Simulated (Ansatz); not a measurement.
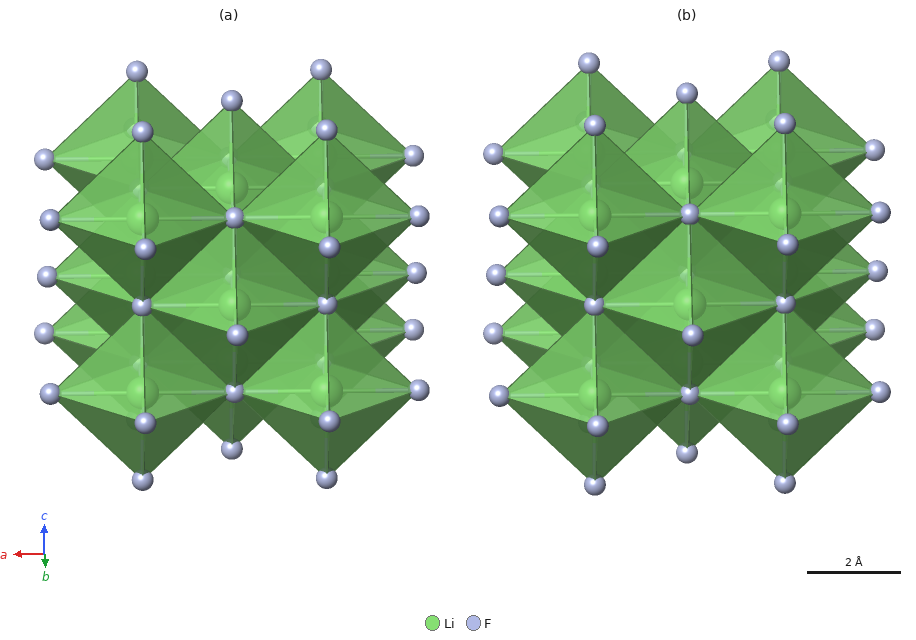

Left: crystalline LiF (set up in Fm-3m). Right: the same structure after one change, at the same scale. The picture is a polyhedral view of the conventional cell (4 times the calculation's cell), seen from a free direction. Lengths and directions refer to the drawn axes.

Theory: DFT r2SCAN, scalar-relativistic, plane waves, PAW (Ansatz 0.2.0). Set-up: plane-wave cutoff 500 eV; k-point mesh 10 × 10 × 10; occupations gaussian; smearing width 0.02 eV; no spin polarisation.

Question: What was changed?

Answer: All lengths are scaled by +3.2 % (volume +10.0 %), the atoms keeping their fractional coordinates. No relaxation follows.

Question: How do the computed properties respond?

Answer: It costs 16.1 meV per atom. Pressure: 0.0 GPa before, −6.0 GPa after. All forces vanish by symmetry. Near-neighbour distances before and after: F–Li 1.995 → 2.059 Å. The space group stays Fm-3m (No. 225).
